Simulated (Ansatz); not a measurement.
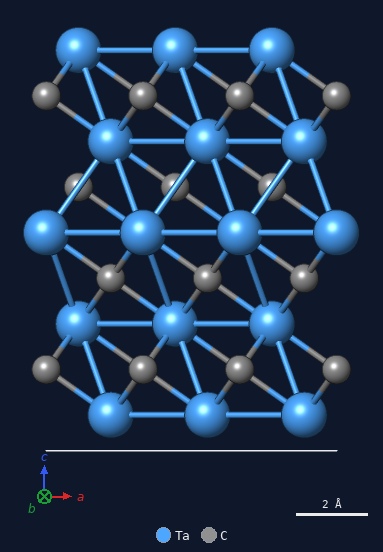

This is a (1 1 1) slab of TaC as cut from the relaxed bulk. A ball-and-stick model of the 3 × 3 repeat of the cell, outlined in the plane, without the vacuum, seen along the b axis.

Computed with Ansatz 0.2.0, DFT r2SCAN, scalar-relativistic, plane waves, PAW. (plane-wave cutoff 500 eV; occupations gaussian; smearing width 0.1 eV; no spin polarisation) The k-mesh is chosen for each cell (12×12×13, 12×12×1).

The variant: The atoms of the slab are relaxed at the bulk's in-plane cell.

> Predict the response.

The slab isn't stoichiometric; relaxing it gains 0.352 J/m². The top spacing, between the Ta and C planes, goes from 1.29 to 1.11 Å (−14.2 %), the bottom one (Ta to C) from 1.29 to 1.11 Å (−14.2 %). The work function of the top face goes from 4.91 to 4.78 eV. The lattice vectors keep their values. The largest moves relative to the layer's centre, 0.14 Å, are those of Ta atoms. By element the largest moves are Ta 0.14 Å, C 0.05 Å. Some distances before and after: Ta–Ta 3.155 → 3.035 to 3.165 Å, C–Ta 2.231 → 2.131 to 2.251 Å.

Drawn alike, the variant:

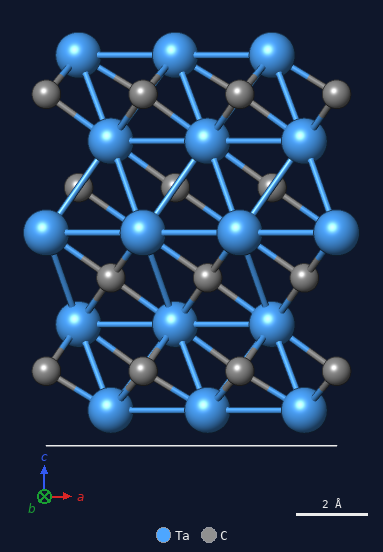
